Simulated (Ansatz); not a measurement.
## Run report: HfO₂, geometry relaxation (part 3 of 3)

Continued. System: HfO₂ (disordered cell, 15 atoms in the cell). Method: DFT PBE, scalar-relativistic, plane waves, PAW, no spin polarisation (Ansatz 0.2.0); cutoff 420 eV, 2×2×2 k-mesh, Gaussian smearing of 0.1 eV. It belongs to a series of runs on one base structure; here: the last frame of the dynamics.

Geometry of the input (Å; fractional positions):
```
5.8587  0.1288  -0.1764
0.1288  5.4147  -0.0180
-0.1764  -0.0180  5.7582
Hf 0.8422  0.6790  0.2587
Hf 0.8518  0.2307  0.8414
Hf 0.3386  0.3539  0.6107
Hf 0.3221  0.9361  0.1035
Hf 0.5709  0.7878  0.6409
O  0.0912  0.4888  0.4117
O  0.1904  0.2258  0.8766
O  0.3562  0.0273  0.4627
O  0.8388  0.5914  0.9203
O  0.9901  0.9836  0.1260
O  0.5847  0.0591  0.9248
O  0.5047  0.6649  0.2905
O  0.6725  0.4271  0.5714
O  0.8398  0.9366  0.5509
O  0.3374  0.6857  0.8450
```

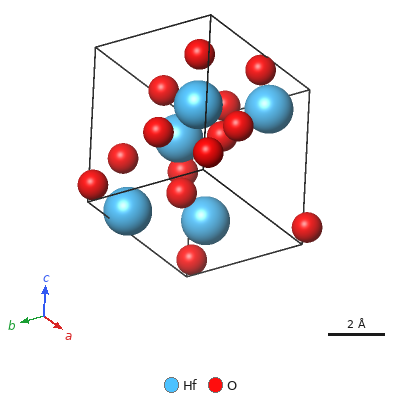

The geometry at step 8 of the log (spheres-only view of the cell of the calculation, seen at an oblique angle).

## Trajectory as extended XYZ, continued
```
15
Lattice="6.3755 0.2405 -0.2964 0.2401 5.6347 0.0202 -0.3102 0.0216 5.7868" Properties=species:S:1:pos:R:3:forces:R:3 step=3 energy=-84304.45716 pressure_GPa=-1.17
Hf    5.5436    4.1431    1.2845    0.3016   0.7524  -0.7849
Hf    5.2240    1.4290    4.6008    0.0330   0.1532  -0.3916
Hf    1.9899    2.0820    3.4459    0.1158  -0.0499   0.6656
Hf    2.2342    5.3752    0.4397    0.2989  -0.2827   0.1515
Hf    3.6730    4.6160    3.6176   -0.0111  -0.7674  -0.2361
O     0.5820    2.7740    2.3220   -0.1269   0.0638  -0.2196
O     0.9015    1.3171    4.9360    0.1824  -0.0991  -0.1040
O     2.2093    0.3450    2.5089   -0.1195   0.2550  -0.3252
O     5.0814    3.3656    5.2397   -0.1010  -0.1593   0.7238
O     6.5794    5.6953    0.4230   -0.4244  -0.4489   0.0643
O     3.4413    0.5306    5.1831   -0.2900  -0.2112  -0.1198
O     3.4892    4.0522    1.4871    0.4472   0.7355  -0.0885
O     4.0426    2.5196    3.2076   -0.5401  -0.2832   0.4432
O     5.3856    5.4842    3.0771    0.2608   0.3334   0.3544
O     2.0629    3.9732    4.7351   -0.0265   0.0083  -0.1329
15
Lattice="6.4674 0.3944 -0.4387 0.3818 5.6690 -0.0522 -0.4518 -0.0568 5.7808" Properties=species:S:1:pos:R:3:forces:R:3 step=4 energy=-84305.16072 pressure_GPa=-1.98
Hf    5.7711    4.4146    1.0522    0.1408   0.5154  -0.2246
Hf    5.1689    1.4701    4.4702   -0.0879  -0.0276  -0.3164
Hf    1.9191    2.0594    3.4636    0.3893   0.1405   0.6077
Hf    2.4262    5.4628    0.3042    0.3778  -0.0845   0.1017
Hf    3.7676    4.6168    3.4612    0.0139  -0.8414  -0.3580
O     0.6182    2.7913    2.2408   -0.2573   0.2174  -0.2423
O     0.7706    1.2782    4.9011   -0.0059  -0.1323   0.0360
O     2.1658    0.3589    2.4516   -0.2155  -0.0355  -0.2462
O     5.0728    3.4272    5.0758    0.0016   0.1635   0.2779
O     6.8420    5.8910    0.1878   -0.2281  -0.2071  -0.0518
O     3.3621    0.5296    5.0828   -0.2198  -0.0569   0.1190
O     3.7557    4.2174    1.3336    0.4130   0.2626  -0.0915
O     3.9220    2.5096    3.1225   -0.5283  -0.1853   0.1955
O     5.4842    5.5684    2.9555    0.3815   0.2516   0.1293
O     2.1099    4.0050    4.5838   -0.1750   0.0197   0.0632
15
Lattice="6.5481 0.5826 -0.5897 0.5561 5.6340 -0.1414 -0.6035 -0.1539 5.7020" Properties=species:S:1:pos:R:3:forces:R:3 step=5 energy=-84305.41956 pressure_GPa=-0.65
Hf    6.0414    4.6739    0.8129    0.3041  -0.2108   0.6505
Hf    5.0877    1.5271    4.2629    0.3049  -0.2556  -0.0912
Hf    1.8805    1.9969    3.5015   -0.3093   0.2363  -0.2242
Hf    2.6602    5.4947    0.1676   -0.1485   0.3956  -0.0197
Hf    3.8977    4.4968    3.2076   -0.3423   0.4684  -0.0238
O     0.6963    2.7759    2.1464   -0.2569   0.1461  -0.1988
O     0.6031    1.2239    4.8332   -0.1265  -0.0346   0.0196
O     2.0467    0.3157    2.3764    0.1543  -0.4775  -0.0408
O     5.0749    3.5491    4.7714   -0.0223  -0.0718  -0.3842
O     7.1123    6.0506   -0.1161    0.0289   0.0863  -0.0171
O     3.1949    0.6325    4.9188    0.2355  -0.2566   0.2309
O     4.0888    4.3075    1.1208   -0.3543  -0.1813   0.0893
O     3.7778    2.4500    2.9010    0.4294   0.0797  -0.0164
O     5.6307    5.6190    2.7493    0.0447   0.0290  -0.0301
O     2.1639    3.9532    4.3887    0.0581   0.0467   0.0553
15
Lattice="6.4749 0.5163 -0.5450 0.4923 5.6254 -0.1717 -0.5562 -0.1851 5.7081" Properties=species:S:1:pos:R:3:forces:R:3 step=6 energy=-84305.53168 pressure_GPa=0.33
Hf    5.9317    4.5970    0.8461   -0.0944   0.0273  -0.1955
Hf    5.0715    1.4436    4.3097   -0.0099   0.0981   0.0125
Hf    1.8213    1.9882    3.4457    0.0441  -0.0812   0.0422
Hf    2.5920    5.4946    0.1676   -0.0202  -0.0599   0.1159
Hf    3.8193    4.4514    3.2294    0.0144  -0.0741  -0.0352
O     0.6381    2.7243    2.0880   -0.0080  -0.0410  -0.0350
O     0.6524    1.1838    4.8411    0.0207   0.0619   0.0062
O     2.0343    0.2348    2.4250   -0.0098   0.0498  -0.0391
O     5.0557    3.4826    4.7491    0.0039  -0.0219   0.0610
O     6.9820    6.0002   -0.0840   -0.0019   0.0124   0.0371
O     3.2487    0.5164    5.0019    0.0448  -0.0318  -0.0032
O     3.9702    4.2149    1.1325   -0.0400  -0.0065   0.0295
O     3.7496    2.3801    2.9374    0.0625   0.0599  -0.0124
O     5.5582    5.5605    2.7380   -0.0008   0.0006   0.0124
O     2.1053    3.9089    4.3956   -0.0059   0.0057   0.0041
15
Lattice="6.4899 0.5264 -0.5484 0.5022 5.6379 -0.1573 -0.5608 -0.1701 5.6962" Properties=species:S:1:pos:R:3:forces:R:3 step=7 energy=-84305.53779 pressure_GPa=0.04
Hf    5.9221    4.6274    0.8254   -0.0184   0.0323  -0.0152
Hf    5.0884    1.4600    4.2938    0.0077  -0.0118   0.0193
Hf    1.8180    2.0211    3.4302    0.0198  -0.0190   0.0305
Hf    2.6057    5.5051    0.1871   -0.0012   0.0097  -0.0153
Hf    3.8358    4.4736    3.2363   -0.0084   0.0116   0.0122
O     0.6212    2.7523    2.0850   -0.0078  -0.0115  -0.0037
O     0.6634    1.2068    4.8301   -0.0104  -0.0124   0.0081
O     2.0581    0.2726    2.4137    0.0044   0.0036   0.0103
O     5.0748    3.4985    4.7435   -0.0089  -0.0001  -0.0128
O     7.0181    6.0209   -0.0697    0.0079   0.0199  -0.0104
O     3.2865    0.5032    5.0182    0.0028  -0.0132  -0.0048
O     3.9654    4.2169    1.1458    0.0038  -0.0140   0.0056
O     3.7574    2.4032    2.9497    0.0048  -0.0011  -0.0168
O     5.5675    5.5918    2.7342    0.0137  -0.0022  -0.0078
O     2.1148    3.9400    4.3865   -0.0097   0.0085   0.0012
15
Lattice="6.4899 0.5264 -0.5484 0.5022 5.6379 -0.1573 -0.5608 -0.1701 5.6962" Properties=species:S:1:pos:R:3:forces:R:3 step=8 energy=-84306.07372 pressure_GPa=3.10
Hf    5.9221    4.6274    0.8254   -0.0022   0.0153  -0.0087
Hf    5.0884    1.4600    4.2938    0.0076  -0.0040   0.0138
Hf    1.8180    2.0211    3.4302    0.0016  -0.0168   0.0194
Hf    2.6057    5.5051    0.1871    0.0016   0.0049  -0.0062
Hf    3.8358    4.4736    3.2363   -0.0071   0.0125   0.0091
O     0.6212    2.7523    2.0850   -0.0096  -0.0096  -0.0024
O     0.6634    1.2068    4.8301    0.0020  -0.0106   0.0138
O     2.0581    0.2726    2.4137    0.0050   0.0068   0.0106
O     5.0748    3.4985    4.7435   -0.0097   0.0030  -0.0090
O     7.0181    6.0209   -0.0697   -0.0045   0.0259  -0.0118
O     3.2865    0.5032    5.0182    0.0016  -0.0170  -0.0100
O     3.9654    4.2169    1.1458   -0.0078  -0.0192   0.0028
O     3.7574    2.4032    2.9497    0.0164  -0.0124  -0.0247
O     5.5675    5.5918    2.7342    0.0271   0.0085  -0.0080
O     2.1148    3.9400    4.3865   -0.0219   0.0127   0.0113
15
Lattice="6.6165 0.6258 -0.6164 0.5963 5.6609 -0.1657 -0.6320 -0.1806 5.6781" Properties=species:S:1:pos:R:3:forces:R:3 step=9 energy=-84306.20927 pressure_GPa=0.73
Hf    6.0648    4.7724    0.7408   -0.0244  -0.0212  -0.0117
Hf    5.1546    1.5190    4.2173   -0.0138  -0.0291  -0.0432
Hf    1.8424    2.0726    3.4272    0.0374  -0.0123  -0.0297
Hf    2.7321    5.5646    0.1518    0.0141  -0.0377  -0.0276
Hf    3.9372    4.5304    3.1754    0.0060  -0.0112  -0.0122
O     0.6427    2.8098    2.0895   -0.0045  -0.0372  -0.0386
O     0.6193    1.1981    4.7610    0.0263  -0.0015   0.0414
O     2.0925    0.3284    2.3793    0.0035   0.0540  -0.0179
O     5.1710    3.5708    4.6602   -0.0045  -0.0137   0.0546
O     7.2610    6.1131   -0.1579   -0.0250   0.0393   0.0045
O     3.3166    0.5309    4.9849    0.0022   0.0159   0.0213
O     4.1097    4.2818    1.0941    0.0367  -0.0082  -0.0158
O     3.7900    2.4556    2.9112   -0.0488  -0.0206  -0.0055
O     5.6869    5.6760    2.6596    0.0357   0.0552   0.0280
O     2.1901    3.9958    4.3286   -0.0409   0.0279   0.0519
15
Lattice="6.6469 0.6604 -0.6401 0.6287 5.6707 -0.1700 -0.6563 -0.1857 5.6771" Properties=species:S:1:pos:R:3:forces:R:3 step=10 energy=-84306.21549 pressure_GPa=-0.00
Hf    6.1036    4.8213    0.7103    0.0143  -0.0126   0.0082
Hf    5.1674    1.5390    4.1928    0.0094  -0.0328   0.0148
Hf    1.8454    2.0884    3.4234   -0.0262   0.0050  -0.0090
Hf    2.7704    5.5843    0.1376   -0.0039   0.0153  -0.0251
Hf    3.9641    4.5507    3.1561    0.0069   0.0100   0.0164
O     0.6507    2.8162    2.0757    0.0037   0.0057   0.0138
O     0.6079    1.2003    4.7497    0.0088  -0.0043   0.0002
O     2.1028    0.3498    2.3684    0.0079  -0.0065  -0.0024
O     5.1886    3.5937    4.6411   -0.0091   0.0045  -0.0163
O     7.3263    6.1562   -0.1826   -0.0115   0.0030  -0.0120
O     3.3203    0.5399    4.9797    0.0027  -0.0077  -0.0048
O     4.1545    4.3044    1.0776    0.0060   0.0002   0.0119
O     3.7904    2.4744    2.8998   -0.0062   0.0120  -0.0012
O     5.7258    5.7061    2.6396   -0.0016   0.0116   0.0005
O     2.2021    4.0187    4.3122   -0.0013  -0.0032   0.0049
15
Lattice="6.6469 0.6604 -0.6401 0.6287 5.6707 -0.1700 -0.6563 -0.1857 5.6771" Properties=species:S:1:pos:R:3:forces:R:3 step=11 energy=-84306.24377 pressure_GPa=0.09
Hf    6.1036    4.8213    0.7103    0.0152  -0.0150   0.0093
Hf    5.1674    1.5390    4.1928    0.0044  -0.0352   0.0164
Hf    1.8454    2.0884    3.4234   -0.0271   0.0055  -0.0110
Hf    2.7704    5.5843    0.1376    0.0006   0.0170  -0.0273
Hf    3.9641    4.5507    3.1561    0.0066   0.0106   0.0168
O     0.6507    2.8162    2.0757    0.0037   0.0064   0.0144
O     0.6079    1.2003    4.7497    0.0094  -0.0047   0.0019
O     2.1028    0.3498    2.3684    0.0078  -0.0055  -0.0023
O     5.1886    3.5937    4.6411   -0.0089   0.0047  -0.0155
O     7.3263    6.1562   -0.1826   -0.0113   0.0049  -0.0130
O     3.3203    0.5399    4.9797    0.0025  -0.0079  -0.0048
O     4.1545    4.3044    1.0776    0.0036  -0.0009   0.0125
O     3.7904    2.4744    2.8998   -0.0041   0.0116  -0.0024
O     5.7258    5.7061    2.6396   -0.0009   0.0117   0.0000
O     2.2021    4.0187    4.3122   -0.0014  -0.0033   0.0050
15
Lattice="6.6595 0.6722 -0.6464 0.6398 5.6726 -0.1697 -0.6630 -0.1856 5.6728" Properties=species:S:1:pos:R:3:forces:R:3 step=12 energy=-84306.24428 pressure_GPa=0.03
Hf    6.1185    4.8370    0.7016   -0.0097   0.0056  -0.0024
Hf    5.1749    1.5457    4.1834    0.0011  -0.0057  -0.0031
Hf    1.8473    2.0955    3.4208    0.0093  -0.0032   0.0072
Hf    2.7847    5.5906    0.1344   -0.0001   0.0007  -0.0023
Hf    3.9759    4.5582    3.1509    0.0003  -0.0019   0.0004
O     0.6539    2.8233    2.0757   -0.0018  -0.0037  -0.0054
O     0.6056    1.2009    4.7419    0.0011   0.0016   0.0016
O     2.1062    0.3569    2.3638    0.0035   0.0014  -0.0014
O     5.2005    3.6027    4.6301   -0.0011   0.0013   0.0001
O     7.3515    6.1669   -0.1907   -0.0032   0.0015   0.0002
O     3.3252    0.5419    4.9750    0.0018  -0.0021   0.0003
O     4.1715    4.3115    1.0743    0.0029   0.0004   0.0035
O     3.7926    2.4823    2.8962   -0.0017   0.0023   0.0006
O     5.7402    5.7187    2.6308    0.0013   0.0032  -0.0013
O     2.2102    4.0253    4.3069   -0.0035  -0.0014   0.0020
15
Lattice="6.6595 0.6722 -0.6464 0.6398 5.6726 -0.1697 -0.6630 -0.1856 5.6728" Properties=species:S:1:pos:R:3:forces:R:3 step=13 energy=-84306.24481 pressure_GPa=0.03
Hf    6.1185    4.8370    0.7016   -0.0096   0.0054  -0.0023
Hf    5.1749    1.5457    4.1834    0.0009  -0.0057  -0.0030
Hf    1.8473    2.0955    3.4208    0.0091  -0.0031   0.0071
Hf    2.7847    5.5906    0.1344    0.0001   0.0009  -0.0024
Hf    3.9759    4.5582    3.1509    0.0003  -0.0019   0.0004
O     0.6539    2.8233    2.0757   -0.0017  -0.0038  -0.0053
O     0.6056    1.2009    4.7419    0.0011   0.0016   0.0017
O     2.1062    0.3569    2.3638    0.0035   0.0014  -0.0013
O     5.2005    3.6027    4.6301   -0.0011   0.0013   0.0000
O     7.3515    6.1669   -0.1907   -0.0032   0.0017   0.0001
O     3.3252    0.5419    4.9750    0.0018  -0.0022   0.0002
O     4.1715    4.3115    1.0743    0.0027   0.0004   0.0034
O     3.7926    2.4823    2.8962   -0.0016   0.0022   0.0006
O     5.7402    5.7187    2.6308    0.0012   0.0031  -0.0013
O     2.2102    4.0253    4.3069   -0.0035  -0.0015   0.0020
```

## Summary

```csv
quantity,value
outcome,converged
electrons treated,190
free energy,−84306.2448 eV
Fermi energy,12.586 eV
gap on the k-point mesh,4.39 eV
pressure,0.03 GPa
final volume,209.37 Å³
largest force (length of the vector) at the end,0.012 eV/Å
hardware,"2 threads of Intel Xeon @ 2.70GHz, 189 GiB of memory available, shared host"
wall time,1.8 min (CPU time 3.3 min)
peak memory,0.6 GiB
```

## Notes

Spin–orbit coupling is left out, which matters for Hf.
